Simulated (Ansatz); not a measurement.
## GeSi: single-point calculation

System: GeSi (P6₃mc, 4 atoms in the cell).
Method: DFT r2SCAN, scalar-relativistic, plane waves, PAW, no spin polarisation (Ansatz 0.2.0).

The structure derives from a Materials Project entry. It belongs to a series of runs on one base structure; here: strain -0.025 along x and y, +0.000 along z, atoms carried along. Figures and captions count atoms from 1; the log counts them from 0 in places.

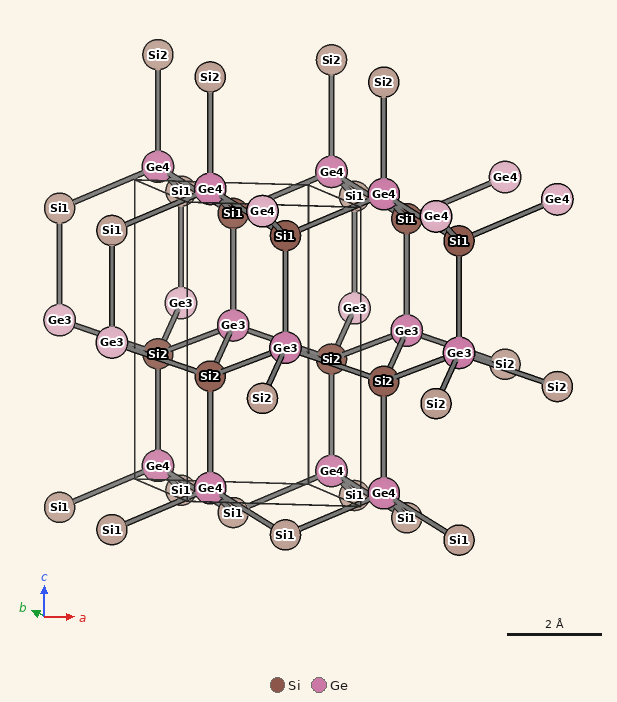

Figure 1. The input geometry (ball-and-stick view of the cell of the calculation, repeated 2 × 2 × 1, seen slightly off an axis; neighbours outside the cell are drawn fainter; atoms are numbered from 1 in the order of the input). An atom can appear more than once, as a periodic image. Near neighbours in the periodic cell (some may lie outside the picture): Si has 4 Ge at 2.34 to 2.41 Å; Ge has 4 Si at 2.34 to 2.41 Å.

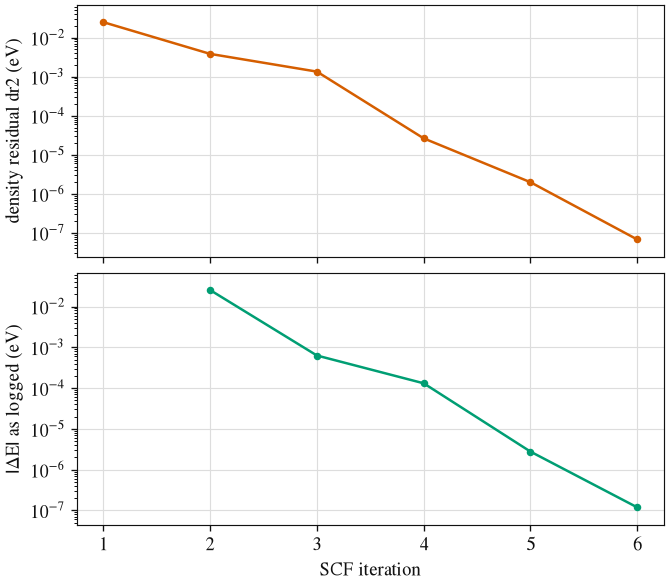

Figure 2. Convergence of the self-consistent field: density residual dr2 and size of the energy change against the SCF iteration. The residual falls at every step.

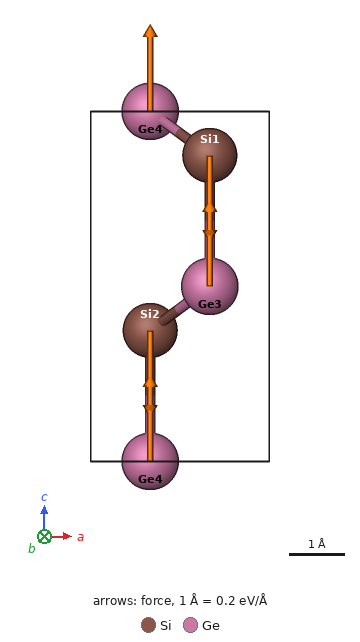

Figure 3. Forces on the atoms as orange arrows (ball-and-stick view of the cell of the calculation, along the b axis; atoms are numbered from 1 in the order of the input). The largest act on Ge3, Ge4 (0.32 eV/Å); Si1, Si2 (0.32 eV/Å). The geometry is not a stationary point of this energy.

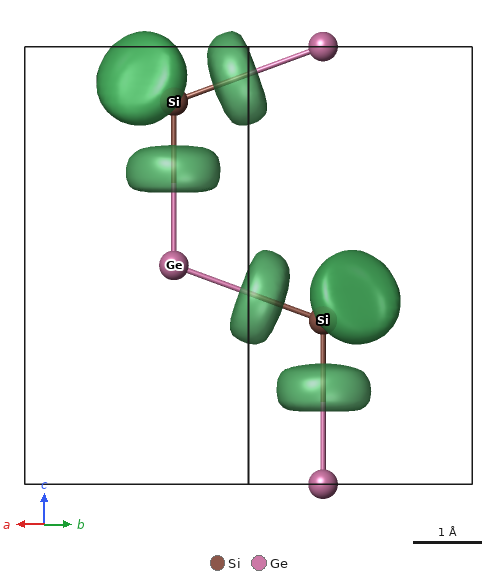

Figure 4. Isosurface of the ELF at 0.75 (green), seen along [110]. Core shells and regions of very low density are left out. Sticks mark near contacts. The outline is the cell set on symmetry axes. Along the contacts the grid gives the following. The fields are those of the smooth PAW valence density.

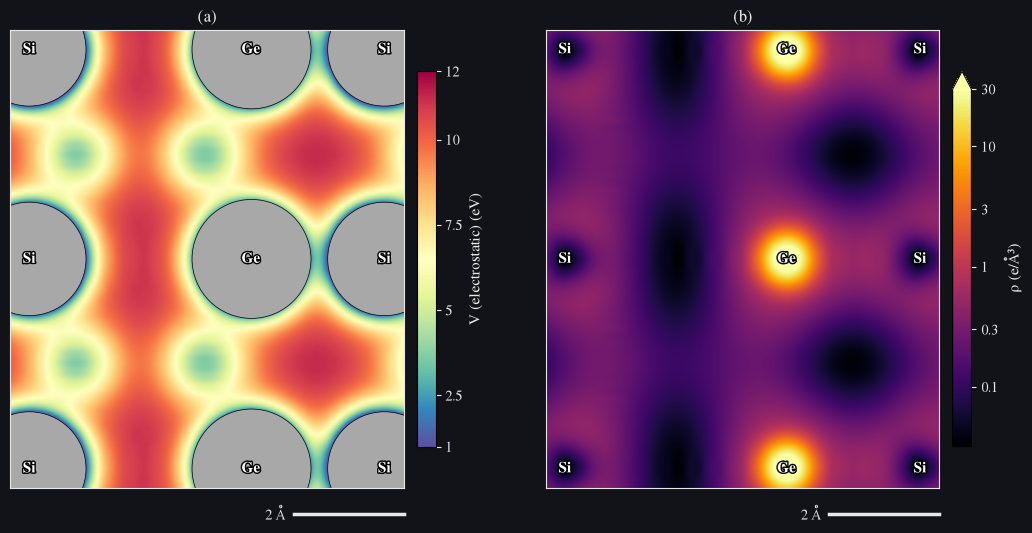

Figure 5. (a) electrostatic potential energy of an electron; (b) valence pseudo-density on the (11̄0) plane of the conventional cell. Grey discs, where drawn, cover atomic cores. Atoms in the plane: Si and Ge. Si–Ge (2.41 Å): the density is about 0.52 e/Å³ at the midpoint. Away from the nuclei the density in this plane falls to 0.03 e/Å³ at its lowest. Outside the cores the potential energy rises away from the atoms and is highest about 2.2 Å from the nearest atoms; outside the discs it spans about 10 eV, and its zero is arbitrary.

These pictures come from the run below.

### Input file
```yaml
crystal:
  lattice:
    - [3.8068400161, 0.0, 0.0]
    - [-1.9034200081, 3.2968201621, 0.0]
    - [0.0, 0.0, 6.450783]
  atoms:
    - { symbol: Si, position: [0.6666666667, 0.3333333333, 0.874607] }
    - { symbol: Si, position: [0.3333333333, 0.6666666667, 0.374607] }
    - { symbol: Ge, position: [0.6666666667, 0.3333333333, 0.500392] }
    - { symbol: Ge, position: [0.3333333333, 0.6666666667, 0.000392] }
basis:
  ecutwfc: 500
kpoints:
  mp_grid: { grid: [12, 12, 4] }
hamiltonian:
  xc: r2scan
scf:
  occupations: { method: gaussian, width: 0.05 }
output:
  forces: true
  stress: true
  eigenvalues: true
  write_density: true
  write_potential: true
  elf: true
  volumetric_format: npy
```

Command:
```bash
ansatz run input.yaml --threads 1 --pin off --max-ram 2560MiB --backend cpu --events-out ev --progress --plain --runs-dir out
```

### The program's output
```
Engine: ansatz 0.2.0, x86_64-unknown-linux-gnu
Pseudopotentials: kind: paw
Pseudopotential: Si, paw, valence charge 4, recommended cutoff 500 eV (meta_gga), Si.paw.azcp
Pseudopotential: Ge, paw, valence charge 14, recommended cutoff 500 eV (meta_gga), Ge.paw.azcp
Functional definition: r2SCAN
  parameter k0 = 0.174
  parameter k1 = 0.065
  parameter a1 = 4.9479
  exchange = r2scan_x(k0 = k0, k1 = k1, a1 = a1)
  correlation = r2scan_c
Crystal: 4 atoms, lattice volume = 80.960 Å³
Basis set: ecut = 500 eV, 2033 PW (Γ), exchange–correlation on 120×120×192 points (64 copies of the dense FFT grid, shifted against one another)
Bands: 22, of which v1, the nominal top of the filled ones, is band 18 counted from 1 (17 counted from 0)
Symmetry: 12 space group operations
Space group: P63mc (ITA 186), of the structure as read, at distance tolerance 4.3e-5 Å
k-points: 57 of 576 (time reversal used)
Non-local potential: Si, projectors of the file, l = 0: 2, l = 1: 2, l = 2: 2
Non-local potential: Ge, projectors of the file, l = 0: 2, l = 1: 2, l = 2: 3, l = 3: 1
PAW form: soft (Blöchl's): semilocal exchange-correlation on the pseudo side does not see the compensation charge
PAW frozen core: Si, regenerated for the run's functional (the file was generated under x = pbe(κ = 0.804, μ = 0.2195149727645171), c = pbe(β = 0.06672455060314922))
PAW frozen core: Ge, regenerated for the run's functional (the file was generated under x = pbe(κ = 0.804, μ = 0.2195149727645171), c = pbe(β = 0.06672455060314922))
PAW one-centre angular grid: Si, 302 points (default); XC on 160 Gauss nodes
PAW one-centre angular grid: Ge, 590 points (default); XC on 160 Gauss nodes
Initial density: superposition of atomic densities (neutral atoms: chi_scale 0, normalization atom), corrected by the library's trained network
Initial wavefunctions: pseudopotential atomic-orbital guess
Functional: x = r2scan, c = r2scan; τ floored in thin density (d = 2e-4 eV/Å³)
SCF iter   1: F=—  HF=-9883.723915 eV  |F-HF|=—  |Δ(HF+E_count)|=         —  Δρ=5.73e-3  dr2=2.49e-2  dr2_τ=1.94e-2  ethr=1.77e-3  ⟨swp⟩=6.2  Hψ=6078  notcnv=0
preconditioner: auto → Resta (q_TF=auto, 2.384 Å⁻¹)  ε∞=4.5  [insulator: Δε(μ)=0.684 eV  Ē_g=8.847 eV  σ=0.050 eV  W_gap=1.00  n_scr=22 (ndim 8)  ℏωp=16.5 eV  f_vac=0.006  D(μ)=0.00/eV (n_scr^D=0)  ε∞_Penn≈4.5]
SCF iter   2: F=—  HF=-9883.749228 eV  |F-HF|=—  |Δ(HF+E_count)|=   2.53e-2  Δρ=2.34e-3  dr2=3.84e-3  dr2_τ=4.81e-5  ethr=6.93e-5  ⟨swp⟩=2.0  Hψ=2965  notcnv=0
SCF iter   3: F=—  HF=-9883.748598 eV  |F-HF|=—  |Δ(HF+E_count)|=   6.29e-4  Δρ=1.46e-3  dr2=1.35e-3  dr2_τ=1.09e-5  ethr=1.07e-5  ⟨swp⟩=2.5  Hψ=2176  notcnv=0
SCF iter   4: F=—  HF=-9883.748468 eV  |F-HF|=—  |Δ(HF+E_count)|=   1.31e-4  Δρ=1.90e-4  dr2=2.64e-5  dr2_τ=1.84e-7  ethr=3.76e-6  ⟨swp⟩=2.0  Hψ=1607  notcnv=0
SCF iter   5: F=—  HF=-9883.748471 eV  |F-HF|=—  |Δ(HF+E_count)|=   2.77e-6  Δρ=4.40e-5  dr2=1.99e-6  dr2_τ=1.58e-8  ethr=7.34e-8  ⟨swp⟩=2.0  Hψ=2242  notcnv=0
SCF iter   6: F=-9883.748471 eV  HF=-9883.748471 eV  |F-HF|=2.83e-8  |Δ(HF+E_count)|=   1.19e-7  Δρ=8.87e-6  dr2=6.81e-8  dr2_τ=1.13e-9  ethr=2.78e-10  ⟨swp⟩=7.0  Hψ=8700  notcnv=0
SCF 1 converged in 6 iterations: F = -9883.748471 eV  dr2 = 6.81e-8
  greatest PAW one-centre occupation: 0.998 electrons in one spin orbital (limit 2), on the Ge atom at site 3 (counted from 0), in its partial waves of l = 2
SCF converged after 6 iterations
Free energy (F): -9883.748471 eV
Harris-Foulkes:  -9883.748471 eV  (|F-HF|=2.83e-8)
Internal energy: -9883.748471 eV  (E = F + TS)
E sigma→0 (E₀):  -9883.748471 eV
Fermi energy:    8.569660 eV
--- Per-component energies (eV) ---
  E_band       = -303.719647
  E_kinetic    = 306.488868
  E_local      = -5233.924164  (includes V_loc(G=0)·N_el)
  E_nonlocal   = 891.811812
  E_hartree    = 2308.318225
  E_xc         = -243.054343
  E_vxc        = -237.833059  (∫ρ·V_xc dr)
  E_paw        = -5108.338949  (= ΣΔE_a)
  E_vpaw       = -658.470106  (= ΣTr[D̂ρ^β])
  E_aug_tail   = 0.000034  (compensation charges beyond the density's cutoff)
  E_vtau       = 11.585295  (kinetic-family band-sum trace: ∫τ·v_τ [+ j·A + Jᵃ·Aᵃ] dr)
  E_ewald      = -2802.725556
  E_core_change = -2.324397  (= ΣΔE_core)
  E_smearing   = -0.000000  (= −TS)
  E_closure    = -0.000000  (closes the sum)
  Σ components = -9883.748471   (vs F -9883.748471, Δ=0.00e0)
--- Forces (eV/Å), atoms counted from 1 ---
  atom   1  Si    -0.00000000     0.00000000    -0.32327431
  atom   2  Si     0.00000000    -0.00000000    -0.32327431
  atom   3  Ge    -0.00000000     0.00000000     0.32327767
  atom   4  Ge     0.00000000    -0.00000000     0.32327767
  max |Σ_I F_I| component: 6.71e-6 eV/Å
--- Stress (GPa, compression-positive) ---
        6.943683      -0.000000       0.000000
       -0.000000       6.943683       0.000000
        0.000000       0.000000       0.826534
  P = ⅓ Tr σ = 4.9046 GPa (49.046 kbar)
--- Band table (eV; the first three rows and the last of 57) ---
  k-point 0: bands = ["-16.9841", "-16.9836", "-16.9828", "-16.9828", "-16.9793", "-16.9793", "-16.9466", "-16.9466", "-16.9420", "-16.9420", "-5.3815", "-3.1745", "0.2383", "6.6135", "6.6135", "7.8205", "8.2215", "8.2215", "9.4517", "10.0505", "10.5843", "10.5843"]
  k-point 1: bands = ["-16.9840", "-16.9837", "-16.9823", "-16.9823", "-16.9798", "-16.9798", "-16.9459", "-16.9459", "-16.9427", "-16.9427", "-5.1783", "-3.7352", "1.2148", "5.8248", "6.7810", "6.7810", "7.8690", "7.8690", "9.6476", "10.9280", "10.9289", "10.9289"]
  k-point 2: bands = ["-16.9838", "-16.9838", "-16.9811", "-16.9811", "-16.9811", "-16.9811", "-16.9442", "-16.9442", "-16.9442", "-16.9442", "-4.5904", "-4.5904", "3.2962", "3.2962", "7.2484", "7.2484", "7.2484", "7.2484", "10.2044", "10.2044", "11.6494", "11.6494"]
  k-point 56: bands = ["-16.9862", "-16.9862", "-16.9753", "-16.9753", "-16.9715", "-16.9715", "-16.9434", "-16.9434", "-16.9434", "-16.9434", "-1.7554", "-1.7554", "-0.0716", "-0.0716", "3.2362", "3.2362", "5.8186", "5.8186", "9.8003", "9.8003", "12.1234", "12.1234"]
```

### Key numbers

```json
{"quantity": "outcome", "value": "converged"}
{"quantity": "space group (tolerance 0.01 Å)", "value": "P6₃mc (186)"}
{"quantity": "electrons treated", "value": "36"}
{"quantity": "free energy", "value": "−9883.7485 eV"}
{"quantity": "Fermi energy", "value": "8.570 eV"}
{"quantity": "gap on the k-point mesh", "value": "0.70 eV"}
{"quantity": "pressure", "value": "4.90 GPa"}
{"quantity": "largest force (length of the vector)", "value": "0.323 eV/Å"}
{"quantity": "hardware", "value": "1 thread of Intel Xeon (Granite Rapids), 32 GiB of memory available, shared host"}
{"quantity": "wall time", "value": "11 s"}
{"quantity": "peak memory", "value": "0.54 GiB"}
```
